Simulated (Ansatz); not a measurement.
## Two runs on Al₂Ru

System: Al₂Ru (3 atoms in the cell).
Method of run 1: DFT r2SCAN, scalar-relativistic, plane waves, PAW, no spin polarisation (Ansatz 0.2.0).

The structure derives from a Materials Project entry. Text and figures count atoms from 1; the logs count them from 0 in places.

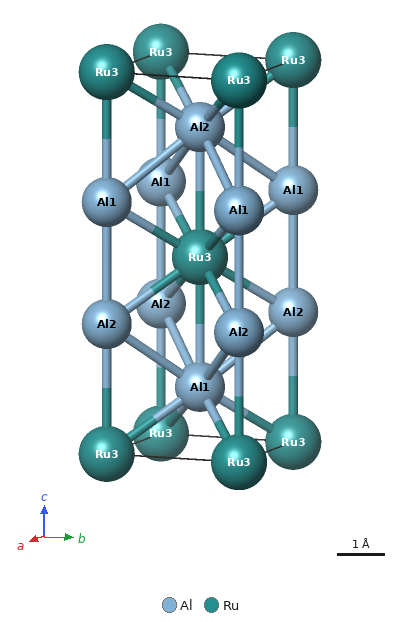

**Figure 1.** The structure as given in the input (ball-and-stick view of the cell 2 times as large as that of the calculation, set on its symmetry axes, seen slightly off an axis; atoms are numbered from 1 in the order of the input).

**Input file, run 1**
```yaml
crystal:
  lattice:
    - [-1.529697319, 1.529697319, 4.1327726577]
    - [1.529697319, -1.529697319, 4.1327726577]
    - [1.529697319, 1.529697319, -4.1327726577]
  atoms:
    - { symbol: Al, position: [0.6597217824, 0.6597217824, 0.0] }
    - { symbol: Al, position: [0.3402782176, 0.3402782176, 0.0] }
    - { symbol: Ru, position: [0.0, 0.0, 0.0] }
basis:
  ecutwfc: 500
kpoints:
  mp_grid: { grid: [18, 18, 18] }
hamiltonian:
  xc: r2scan
scf:
  occupations: { method: gaussian, width: 0.1 }
output:
  forces: true
  stress: true
  eigenvalues: true
relax:
  adjacent_minimum: "off"
  f_tol: 0.01
  max_steps: 30
  cell: { stress_tol: 0.1, fix: [volume] }
```

Launched with:
```bash
ansatz run input.yaml --threads 1 --pin off --max-ram 2560MiB --backend cpu --events-out ev --progress --plain --runs-dir out
```

Hardware: 1 thread of Intel Xeon (Granite Rapids), 192 GiB of memory available, shared host.

**Output, shortened to warnings, some set-up lines, iterations and results (run 1)**
```
Basis set: ecut = 500 eV, 995 PW (Γ), FFT grids on a1+a3, a2+a3, a3, exchange–correlation on 96×96×144 points (64 copies of the dense FFT grid, shifted against one another)
Symmetry: 16 space group operations
k-points: 480 of 5832
Initial density: superposition of atomic densities (neutral atoms: chi_scale 0, normalization atom), corrected by the library's trained network
[...]
SCF iter   1: F=—  HF=-6973.654352 eV  |F-HF|=—  |Δ(HF+E_count)|=         —  Δρ=9.21e-3  dr2=1.75e-2  dr2_τ=4.23e-2  ethr=1.77e-3  ⟨swp⟩=5.2  Hψ=40059  notcnv=0
SCF iter   2: F=—  HF=-6973.680105 eV  |F-HF|=—  |Δ(HF+E_count)|=   2.58e-2  Δρ=5.18e-3  dr2=6.36e-3  dr2_τ=1.69e-4  ethr=7.94e-5  ⟨swp⟩=2.0  Hψ=16620  notcnv=0
SCF iter   3: F=—  HF=-6973.679026 eV  |F-HF|=—  |Δ(HF+E_count)|=   1.08e-3  Δρ=1.70e-3  dr2=1.13e-3  dr2_τ=1.99e-4  ethr=2.89e-5  ⟨swp⟩=2.5  Hψ=11981  notcnv=0
SCF iter   4: F=—  HF=-6973.678805 eV  |F-HF|=—  |Δ(HF+E_count)|=   2.21e-4  Δρ=4.66e-4  dr2=5.15e-5  dr2_τ=4.95e-6  ethr=5.15e-6  ⟨swp⟩=2.6  Hψ=11316  notcnv=0
SCF iter   5: F=—  HF=-6973.678794 eV  |F-HF|=—  |Δ(HF+E_count)|=   1.05e-5  Δρ=1.00e-4  dr2=4.39e-6  dr2_τ=2.52e-7  ethr=2.34e-7  ⟨swp⟩=2.2  Hψ=11007  notcnv=0
[... 17 lines ...]
SCF iter   2: F=—  HF=-6973.679273 eV  |F-HF|=—  |Δ(HF+E_count)|=   5.18e-7  Δρ=6.20e-6  dr2=1.89e-8  dr2_τ=5.19e-10  ethr=1.96e-10  ⟨swp⟩=1.9  Hψ=10322  notcnv=0
SCF iter   3: F=—  HF=-6973.679273 eV  |F-HF|=—  |Δ(HF+E_count)|=   4.11e-9  Δρ=9.21e-7  dr2=5.65e-10  dr2_τ=1.30e-11  ethr=8.61e-11  ⟨swp⟩=2.0  Hψ=9845  notcnv=0
SCF iter   4: F=-6973.679273 eV  HF=-6973.679273 eV  |F-HF|=1.64e-11  |Δ(HF+E_count)|=  1.63e-10  Δρ=2.37e-7  dr2=1.89e-11  dr2_τ=1.95e-12  ethr=1.00e-12  ⟨swp⟩=5.0  Hψ=29571 …
SCF 4 converged in 4 iterations: F = -6973.679273 eV  dr2 = 1.89e-11
relax step   4: F+E_penalty+E_count = -6973.67927263 eV  Δ(F+E_penalty+E_count) = -4.130e-7 eV  max|allowed force component| = 1.655e-3 eV/Å  Δτ_max = 0.0000 Å  P = +12.972 …
basis re-selected at this cell: Δ(F+E_penalty+E_count) = -4.130e-7 eV, ΔP = -0.000 GPa vs the last step (what re-selecting the basis moved, of the pressure what is left beyond the Pulay correction that the steps carried, after the strain that the cell walked since its last selection, with what the …
SCF converged after 4 iterations
Free energy (F): -6973.679273 eV
Harris-Foulkes:  -6973.679273 eV  (|F-HF|=1.64e-11)
Internal energy: -6973.678863 eV  (E = F + TS)
E sigma→0 (E₀):  -6973.679068 eV
Entropy (-TS):   -0.000409 eV (-0.136 meV/atom)
Fermi energy:    15.172109 eV
--- Per-component energies (eV) ---
  E_band       = -141.376562
  E_kinetic    = 571.254364
  E_local      = -2085.521841  (includes V_loc(G=0)·N_el)
  E_nonlocal   = 363.109234
  E_hartree    = 780.495973
  E_xc         = -262.505081
  E_vxc        = -336.430344  (∫ρ·V_xc dr)
  E_paw        = -4426.457761  (= ΣΔE_a)
  E_vpaw       = -236.677912  (= ΣTr[D̂ρ^β])
  E_aug_tail   = 0.000092  (compensation charges beyond the density's cutoff)
  E_vtau       = 21.898111  (kinetic-family band-sum trace: ∫τ·v_τ [+ j·A + Jᵃ·Aᵃ] dr)
  E_ewald      = -1913.622671
  E_core_change = -0.431172  (= ΣΔE_core)
  E_smearing   = -0.000409  (= −TS)
  E_closure    = -0.000000  (closes the sum)
  Σ components = -6973.679273   (vs F -6973.679273, Δ=0.00e0)
--- Forces (eV/Å), atoms counted from 1 ---
  atom   1  Al     0.00000000     0.00000000    -0.00165527
  atom   2  Al     0.00000000    -0.00000000     0.00165527
  atom   3  Ru    -0.00000000     0.00000000     0.00000000
  max |Σ_I F_I| component: 4.34e-19 eV/Å
--- Stress (GPa, compression-positive) ---
       12.956323       0.000000      -0.000000
        0.000000      12.956323       0.000000
        0.000000      -0.000000      13.002936
  P = ⅓ Tr σ = 12.9719 GPa (129.719 kbar)
--- Relaxed structure (3 steps of the walk, 3 accepted, 1 SCFs on fresh bases) ---
  F+E_penalty+E_count = -6973.67927263 eV   max|allowed force component| = 1.655e-3 eV/Å   (the final SCF, on the basis selected at the relaxed cell)
  cell:  # Å, volume = 38.6823 Å³
    - [-1.529914927588498, 1.529914927588498, 4.131597085319861]
    - [1.529914927588498, -1.529914927588498, 4.131597085319861]
    - [1.529914927588498, 1.529914927588498, -4.131597085319861]
  atoms:
[...]
```

For run 2 the input was changed thus:
```diff
-  mp_grid: { grid: [18, 18, 18] }
+  mp_grid: { grid: [14, 14, 14] }
+magnetization:
+  spin_polarized: true
```

Predict how the results change.

With the same functional and potentials, run 2 lies 0.01 meV per atom lower (other lines of the input change too). With spin allowed, the absolute moment of the cell comes to 0.00 μB. No starting moments were typed, and other magnetic orders weren't tried. The irreducible k-points go from 480 to 244. The two runs start from different initial densities, which also moves the count.

**Output, shortened to warnings, some set-up lines, iterations and results (run 2)**
```
Basis set: ecut = 500 eV, 995 PW (Γ), FFT grids on a1+a3, a2+a3, a3, exchange–correlation on 96×96×144 points (64 copies of the dense FFT grid, shifted against one another)
Symmetry: 16 space group operations
k-points: 244 of 2744
Initial density: superposition of atomic densities (chi_scale 0.1, normalization cell, long waves kept (reshape's long-wave potential 0.00 eV rms))
[...]
SCF iter   1: F=—  HF=-6974.830190 eV  |F-HF|=—  |Δ(HF+E_count)|=         —  Δρ=6.01e-2 (↑6.01e-2 ↓6.01e-2)  dr2=6.90e0  dr2_τ=7.05e-2  dr2_m=0.00e0  M=0.000 μB ∫|m|=0.000 μB …
SCF iter   2: F=—  HF=-6973.897971 eV  |F-HF|=—  |Δ(HF+E_count)|=   9.32e-1  Δρ=2.44e-2 (↑2.44e-2 ↓2.44e-2)  dr2=1.54e0  dr2_τ=9.77e-2  dr2_m=0.00e0  M=0.000 μB ∫|m|=0.000 μB …
SCF iter   3: F=—  HF=-6972.583702 eV  |F-HF|=—  |Δ(HF+E_count)|=    1.31e0  Δρ=3.72e-2 (↑3.72e-2 ↓2.76e-2)  dr2=6.13e-1  dr2_τ=3.77e-2  dr2_m=3.13e-1  M=1.301 μB ∫|m|=1.301 …
SCF iter   4: F=—  HF=-6973.519347 eV  |F-HF|=—  |Δ(HF+E_count)|=         —  Δρ=2.94e-2 (↑2.94e-2 ↓2.67e-2)  dr2=3.48e-1  dr2_τ=2.21e-2  dr2_m=1.92e-1  M=0.166 μB ∫|m|=0.258 …
SCF iter   5: F=—  HF=-6973.562677 eV  |F-HF|=—  |Δ(HF+E_count)|=   4.33e-2  Δρ=2.57e-2 (↑2.57e-2 ↓2.13e-2)  dr2=2.32e-1  dr2_τ=2.03e-3  dr2_m=1.34e-1  M=0.093 μB ∫|m|=0.172 …
[... 27 lines ...]
SCF iter   3: F=—  HF=-6973.679304 eV  |F-HF|=—  |Δ(HF+E_count)|=   3.08e-8  Δρ=1.47e-6 (↑1.47e-6 ↓1.47e-6)  dr2=1.73e-9  dr2_τ=6.58e-11  dr2_m=0.00e0  M=0.000 μB ∫|m|=0.000 …
SCF iter   4: F=—  HF=-6973.679304 eV  |F-HF|=—  |Δ(HF+E_count)|=   1.34e-9  Δρ=1.26e-6 (↑1.26e-6 ↓1.26e-6)  dr2=3.94e-9  dr2_τ=7.64e-11  dr2_m=0.00e0  M=0.000 μB ∫|m|=0.000 …
SCF iter   5: F=-6973.679304 eV  HF=-6973.679304 eV  |F-HF|=3.09e-11  |Δ(HF+E_count)|=  6.29e-10  Δρ=2.21e-7 (↑2.21e-7 ↓2.21e-7)  dr2=6.52e-11  dr2_τ=1.09e-12  dr2_m=0.00e0  …
SCF 5 converged in 5 iterations: F = -6973.679304 eV  dr2 = 6.52e-11
relax step   4: F+E_penalty+E_count = -6973.67930377 eV  Δ(F+E_penalty+E_count) = +2.352e-7 eV  max|allowed force component| = 1.345e-3 eV/Å  Δτ_max = 0.0000 Å  P = +12.973 …
basis re-selected at this cell: Δ(F+E_penalty+E_count) = +2.352e-7 eV, ΔP = +0.000 GPa vs the last step (what re-selecting the basis moved, of the pressure what is left beyond the Pulay correction that the steps carried, after the strain that the cell walked since its last selection, with what the …
SCF converged after 5 iterations
Magnetization: 0.0000 μB (11.0000 up, 11.0000 down)
Absolute magnetization: 0.0000 μB (∫|ρ↑−ρ↓|)
Spin contamination: 0.0000 ħ² per cell (⟨S²⟩ above its minimum at these occupations)
Per-site moments (μB) at R_I (Å): [(0.0, 1.0464461298315522), (0.0, 1.0464461298315517), (0.0, 1.0464461298315517)]
Free energy (F): -6973.679304 eV
Harris-Foulkes:  -6973.679304 eV  (|F-HF|=3.09e-11)
Internal energy: -6973.678874 eV  (E = F + TS)
E sigma→0 (E₀):  -6973.679089 eV
Entropy (-TS):   -0.000430 eV (-0.143 meV/atom)
Fermi energy:    15.175307 eV
--- Per-component energies (eV) ---
  E_band       = -141.373465
  E_kinetic    = 571.256101
  E_local      = -2085.509466  (includes V_loc(G=0)·N_el)
  E_nonlocal   = 363.110565
  E_hartree    = 780.490513
  E_xc         = -262.505230
  E_vxc        = -336.430869  (∫ρ·V_xc dr)
  E_paw        = -4426.458325  (= ΣΔE_a)
  E_vpaw       = -236.678866  (= ΣTr[D̂ρ^β])
  E_aug_tail   = 0.000092  (compensation charges beyond the density's cutoff)
  E_vtau       = 21.898337  (kinetic-family band-sum trace: ∫τ·v_τ [+ j·A + Jᵃ·Aᵃ] dr)
  E_ewald      = -1913.631951
  E_core_change = -0.431172  (= ΣΔE_core)
  E_smearing   = -0.000430  (= −TS)
  E_closure    = 0.000000  (closes the sum)
  Σ components = -6973.679304   (vs F -6973.679304, Δ=0.00e0)
--- Forces (eV/Å), atoms counted from 1 ---
  atom   1  Al    -0.00000000    -0.00000000    -0.00134509
  atom   2  Al    -0.00000000     0.00000000     0.00134509
  atom   3  Ru    -0.00000000     0.00000000     0.00000000
  max |Σ_I F_I| component: 1.04e-17 eV/Å
--- Stress (GPa, compression-positive) ---
       12.957501      -0.000000       0.000000
       -0.000000      12.957501       0.000000
        0.000000       0.000000      13.003842
  P = ⅓ Tr σ = 12.9729 GPa (129.729 kbar)
--- Relaxed structure (3 steps of the walk, 3 accepted, 1 SCFs on fresh bases) ---
  F+E_penalty+E_count = -6973.67930377 eV   max|allowed force component| = 1.345e-3 eV/Å   (the final SCF, on the basis selected at the relaxed cell)
[...]
```

**The two runs side by side**

```csv
quantity,run 1,run 2
outcome,converged,converged
free energy per atom (eV),−2324.5598,−2324.5598
gap on the mesh (eV),0.00,0.00
pressure (GPa),12.97,12.97
largest force (eV/Å),0.002,0.001
SCF iterations,19,–
irreducible k-points,480,244
net moment of the cell (μB),–,0.00
absolute moment of the cell (μB),–,0.00
wall time (shared host),61 s,50 s
```

For run 1: The cell is under a pressure of 13.0 GPa at this level, so it is not at its equilibrium volume. For run 2: These settings are looser than, or depart from, a standard set-up, so the numbers are not reference values for this system. Warnings: spin is on but no starting moments are given.
